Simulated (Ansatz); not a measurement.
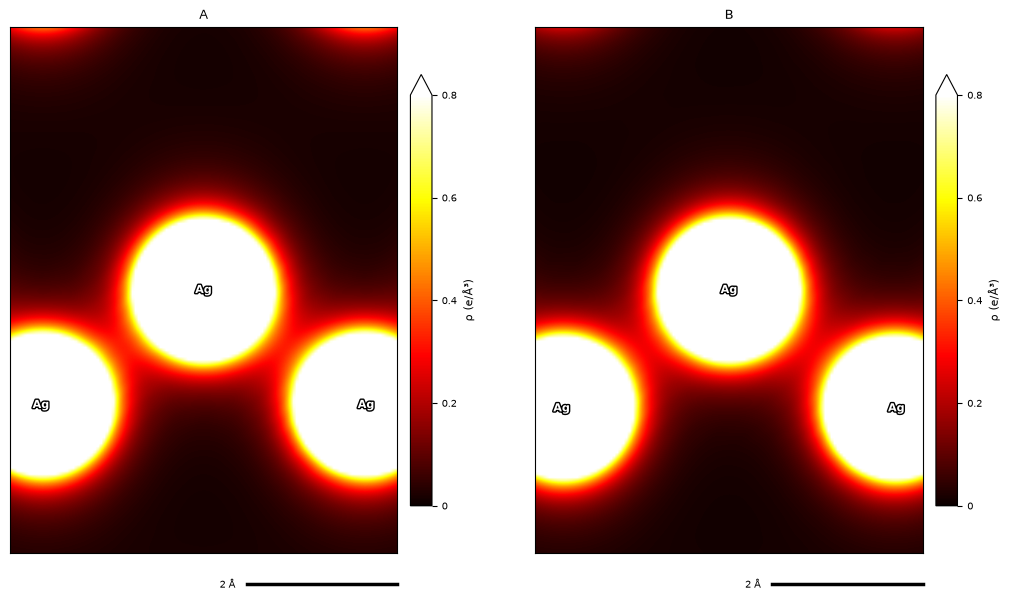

Ag. The valence pseudo-density of two cells that differ in size, on the (011̄) plane of each (indices in the axes of the calculation cell), at one length scale and on one colour scale; one has 28.5 and the other 31.1 Å³ an atom.

Method: DFT, RPBE, plane waves (420 eV) with PAW, scalar-relativistic (Ansatz).

In a PAW calculation such maps are meaningful between the atoms, not at the nuclei.

> Which is the denser cell? Describe the effect of the change.

Panel A is the smaller cell, by 8 % in volume. From the larger cell to the smaller, Ag–Ag goes from 2.72 to 2.65 Å, and the density at its midpoint from 0.28 to 0.32 e/Å³; the pressure goes from 1.0 to 4.0 GPa.
